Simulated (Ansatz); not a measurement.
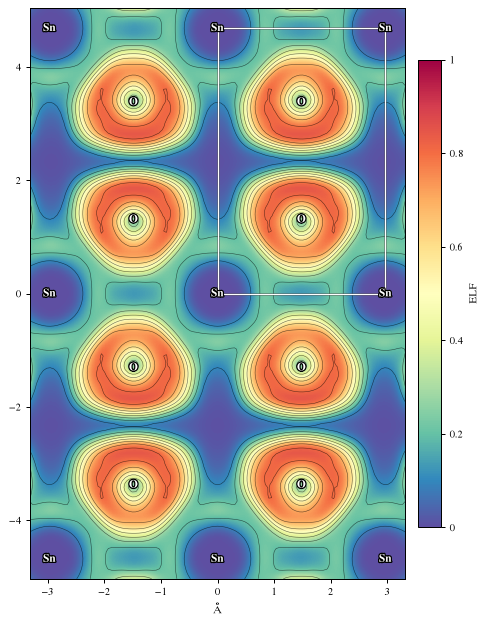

*SnO₂. ELF on the (100) plane of the conventional cell.*

Space group Pmmm; a generated structure, not necessarily the stable one; computed pressure about 30 GPa in this cell.

Level of theory: Kohn-Sham DFT of a periodic cell, PBE, Ansatz PAW in Ansatz 0.2.0.

Core electrons are frozen (PAW), and the valence fields are smoothed inside the atomic spheres.

> Interpret the plot.

The section cuts through Sn and O sites. Sn–O (1.98 Å): the ELF peaks at about 0.80 in the valence shell of O, 0.6 Å from its nucleus, and is about 0.25 at the midpoint (no shared electron pair shows on this line).

> Does the calculation make it a metal, or give it a gap?

It is gapless in this calculation (a metal or semimetal).
